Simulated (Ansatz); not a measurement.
TiN: several calculations on one system

Part 1: Relaxation

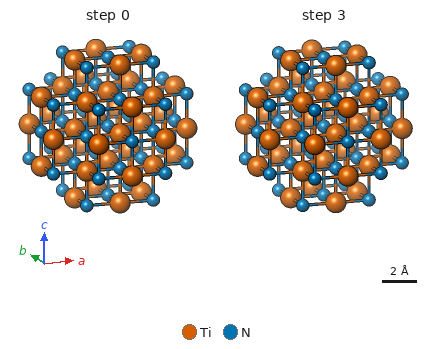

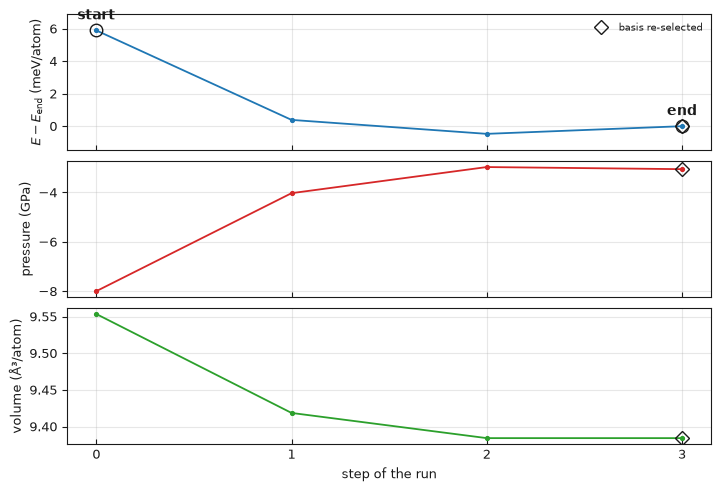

First and last geometry of a relaxation of solid TiN (set up in Fm-3m), with the history of the run. A ball-and-stick model of the conventional cell (4 times the calculation's cell), seen slightly off an axis. Lengths and directions refer to the drawn axes.

Case: relaxed at -3 GPa.

Method: Ansatz, DFT PBEsol, scalar-relativistic, plane waves, PAW.

The input:
```yaml
crystal:
  lattice:
    - [0.0, 2.1218793403, 2.1218793403]
    - [2.1218793403, 0.0, 2.1218793403]
    - [2.1218793403, 2.1218793403, 0.0]
  atoms:
    - { symbol: Ti, position: [0.0, 0.0, 0.0] }
    - { symbol: "N", position: [0.5, 0.5, 0.5] }
basis:
  ecutwfc: 420
kpoints:
  mp_grid: { grid: [18, 18, 18] }
hamiltonian:
  xc: pbesol
scf:
  occupations: { method: gaussian, width: 0.1 }
output:
  forces: true
  stress: true
  eigenvalues: true
relax:
  adjacent_minimum: "off"
  f_tol: 0.008
  max_steps: 50
  cell: { stress_tol: 0.08, p_target: -3.0 }
```

Command:
```bash
ansatz run input.yaml --threads 1 --pin off --max-ram 2560MiB --backend cpu --events-out ev --progress --plain --runs-dir out
```

Read the history and describe the run.

Answer. It converged. After 2 accepted moves (3 points after the start) the energy has fallen by 5.9 meV per atom. With the target pressure of -3 GPa, the enthalpy E + pV changes by −2.7 meV per atom. All forces vanish by symmetry, so only the cell relaxes. The pressure goes from −7.99 to −3.06 GPa. At 1 point the geometry stayed and the basis and grid were re-selected for the new cell (energy shift of 0.5 meV per atom at most each time). The atoms keep their places relative to the cell (all moves are under 0.005 Å). The drawn cell changes as follows: a = b = c 4.244 → 4.219 Å (−0.6 %); the volume changes by −1.8 %. Some distances before and after: Ti1–Ti1 3.001 → 2.983 Å, Ti1–N2 2.122 → 2.109 Å. The space group stays Fm-3m (No. 225).

Part 2: Relaxation

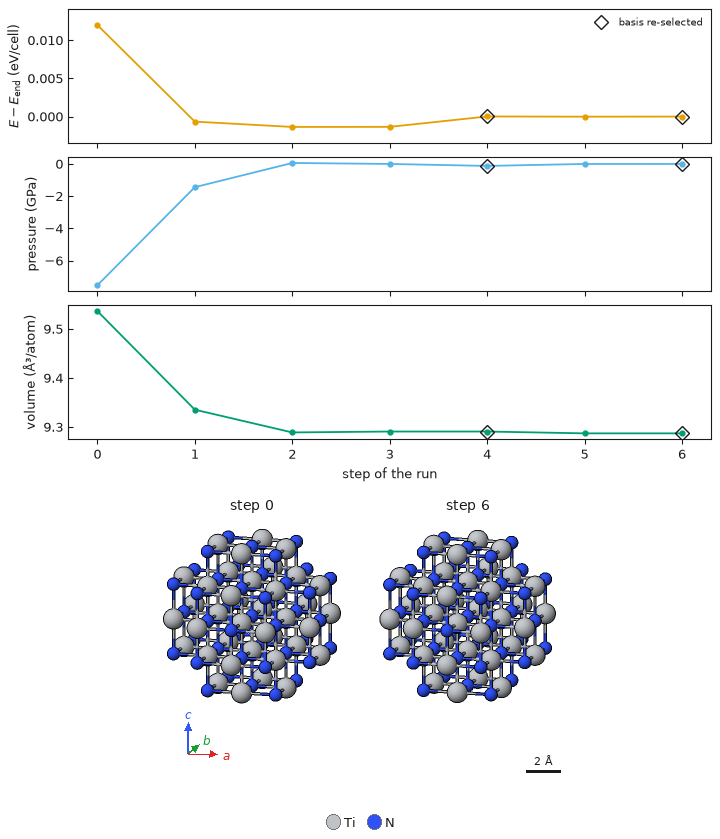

First and last geometry of a relaxation of a crystal of TiN (set up in Fm-3m), with the history of the run. A ball-and-stick model of the conventional cell (4 times the calculation's cell), seen slightly off an axis. Lengths and directions refer to the drawn axes.

Method: DFT PBEsol, scalar-relativistic, plane waves, PAW in Ansatz. Settings: plane-wave cutoff 420 eV; k-point mesh 18 × 18 × 18; occupations gaussian; smearing width 0.1 eV; no spin polarisation; cell and atoms relaxed; force threshold 0.005 eV/Å; at most 80 steps.

Read the history and describe the run.

Answer. It converged. After 4 accepted moves (6 points after the start) the energy has fallen by 12.0 meV per cell of the calculation. All forces vanish by symmetry, so only the cell relaxes. Pressure: −7.52 GPa at the start and 0.00 GPa at the end. At 2 points the geometry stayed and the basis and grid were re-selected for the new cell (energy shift of 1.4 meV per cell of the calculation at most each time). The atoms keep their places relative to the cell (all moves are under 0.005 Å). The drawn cell changes as follows: a = b = c 4.241 → 4.204 Å (−0.9 %); the volume changes by −2.6 %. Among the contacts that change: Ti–Ti 2.999 → 2.973 Å, N–Ti 2.121 → 2.102 Å. The space group stays Fm-3m (No. 225). The run took 11 s on 1 thread of Intel(R) Xeon(R) 6975P-C (Granite Rapids), with other jobs on the host, peak memory 0.41 GiB.

Part 3: A change

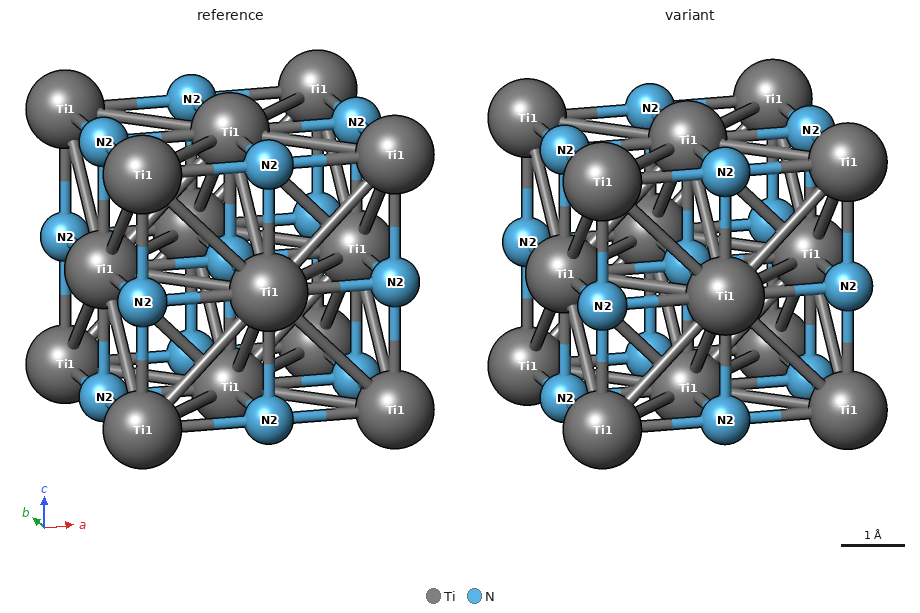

Left: crystalline TiN (set up in Fm-3m). Right: the same structure after one change, at the same scale. Style: ball-and-stick. Shown: the conventional cell (4 times the calculation's cell), slightly off an axis. Lengths and directions refer to the drawn axes.

Level of theory: DFT PBEsol, scalar-relativistic, plane waves, PAW (Ansatz). (plane-wave cutoff 420 eV; k-point mesh 18 × 18 × 18; occupations gaussian; smearing width 0.1 eV; no spin polarisation)

The crystal is put under a hydrostatic pressure of 30 GPa. Cell and atoms are relaxed at that pressure.

### How do the computed properties respond?

The drawn cell changes as follows: a = b = c 4.204 → 4.088 Å (−2.8 %); the volume changes by −8.0 %. The atoms keep their places relative to the cell (all moves are under 0.005 Å). Near-neighbour distances before and after: Ti–Ti 2.973 → 2.891 Å, N–Ti 2.102 → 2.044 Å. The space group stays Fm-3m (No. 225). The energy rises by 64.8 meV per atom. Pressure: 0.0 GPa before, 30.0 GPa after.

Part 4: Series

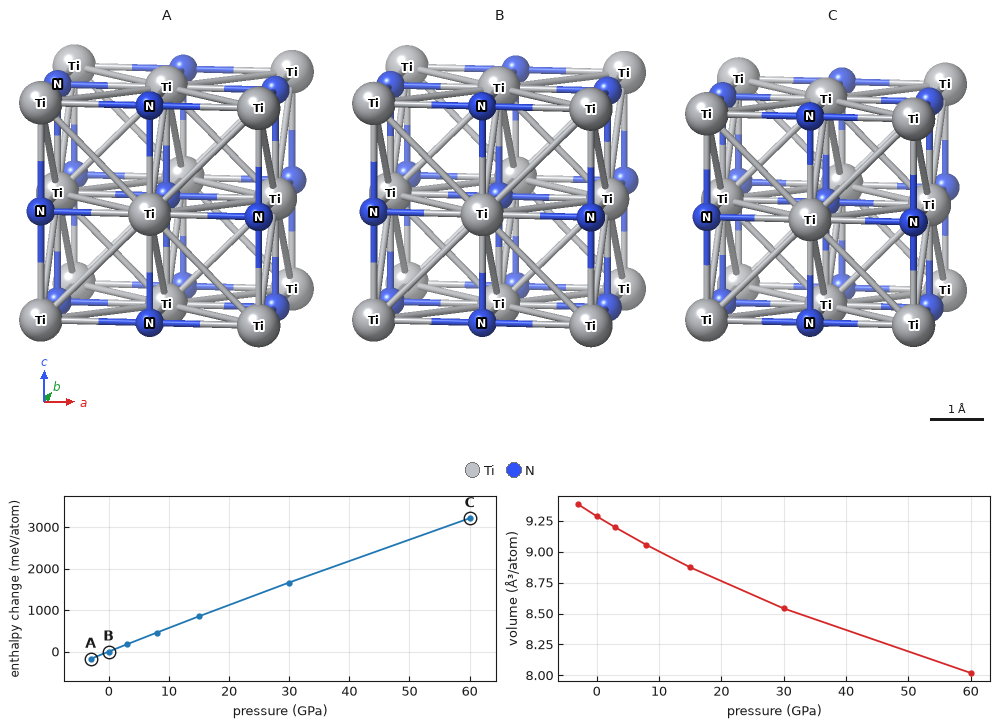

Members of a series of calculations on solid TiN (set up in Fm-3m), marked on the first curve. The picture is a ball-and-stick view of the conventional cell (4 times the calculation's cell), seen from a free direction. Lengths and directions refer to the drawn axes.

Method: Ansatz, DFT PBEsol, scalar-relativistic, plane waves, PAW. Settings: plane-wave cutoff 420 eV; k-point mesh 18 × 18 × 18; occupations gaussian; smearing width 0.1 eV; no spin polarisation.

### How does the crystal respond to pressure?

The structure is relaxed at several pressures. A (pressure −3.0 GPa): enthalpy change −175 meV/atom, volume 9.38 Å³ per atom. B (pressure 0.0 GPa): enthalpy change 0.0 meV/atom, volume 9.29 Å³ per atom. C (pressure 60.0 GPa): enthalpy change 3212 meV/atom, volume 8.02 Å³ per atom. The rest compares A with C. The drawn cell changes as follows: a = b = c 4.219 → 4.003 Å (−5.1 %); the volume changes by −14.5 %. Among the bonded contacts that change: Ti–Ti 2.983 → 2.831 Å, N–Ti 2.109 → 2.002 Å.
